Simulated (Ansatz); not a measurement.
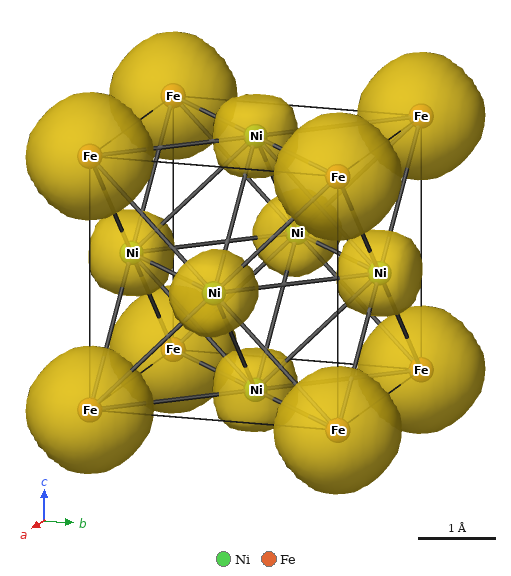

FeNi₃. Isosurface of the spin density at +0.2 e/Å³ (yellow), seen slightly off an axis. Sticks mark near contacts.

Space group Pm-3m; computed pressure about 10 GPa in this cell; spin-polarised.

Method: Ansatz 0.2.0, Kohn-Sham DFT of a periodic cell, PBEsol, Ansatz PAW.

```
Ni Fe
1.0
     3.44133    0.00000    0.00000
     0.00000    3.44133    0.00000
     0.00000    0.00000    3.44133
Ni Fe
3 1
Direct
  0.50000 0.50000 0.00000
  0.50000 0.00000 0.50000
  0.00000 0.50000 0.50000
  0.00000 0.00000 0.00000
```

Q: Describe the spin distribution.

A: The spin density sits on Fe: +2.8 μB in one cell of 4 atoms, with smaller moments on other sites: Ni (up to +0.65 μB): parallel main moments (a ferromagnetic arrangement) in this solution. The cell of the calculation (4 atoms) carries 4.6 μB of net spin moment.
